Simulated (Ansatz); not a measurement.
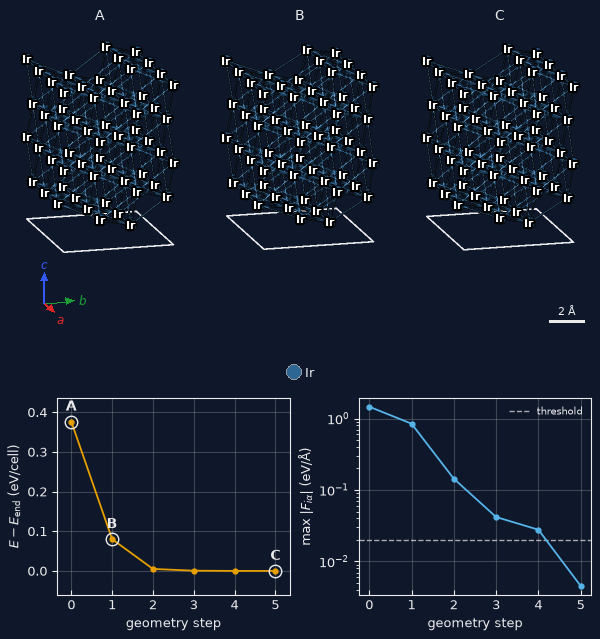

Frames of a relaxation of a slab of composition Ir (cut from the Fm-3m phase), marked on the history of the run. A ball-and-stick model of the 3 × 1 repeat of the cell, outlined in the plane, without the vacuum, seen slightly off an axis.

The slab is the (2 1 1) face of Ir.

Computed with Ansatz, DFT PBEsol, scalar-relativistic, plane waves, PAW. (plane-wave cutoff 420 eV; k-point mesh 13 × 5 × 1; occupations gaussian; smearing width 0.1 eV; no spin polarisation; dipole correction; atoms relaxed in a fixed cell; force threshold 0.02 eV/Å; at most 60 steps)

Describe the path.

After 5 geometry steps the energy has fallen by 0.376 eV per cell of the calculation. The largest force component goes from 1.5 to 0.0046 eV/Å. The largest moves, 0.18 Å, are those of Ir atoms. The cell stays as it was. Some distances before and after: Ir–Ir 2.708 → 2.595 Å, Ir–Ir 2.708 → 2.623 Å, Ir–Ir 2.708 → 2.647 Å, Ir–Ir 2.708 → 2.767 Å. From step 0 to 1: Ir atoms move most (0.19 Å), energy −0.296 eV per cell of the calculation. From step 1 to 5: Ir atoms move most (0.04 Å), energy −80.1 meV per cell of the calculation.

```tsv
step	E − E(0), meV/atom	largest force component, eV/Å
0	0.00	1.4632
1	-22.79	0.8471
2	-28.56	0.1438
3	-28.90	0.0419
4	-28.95	0.0278
5	-28.95	0.0046
```
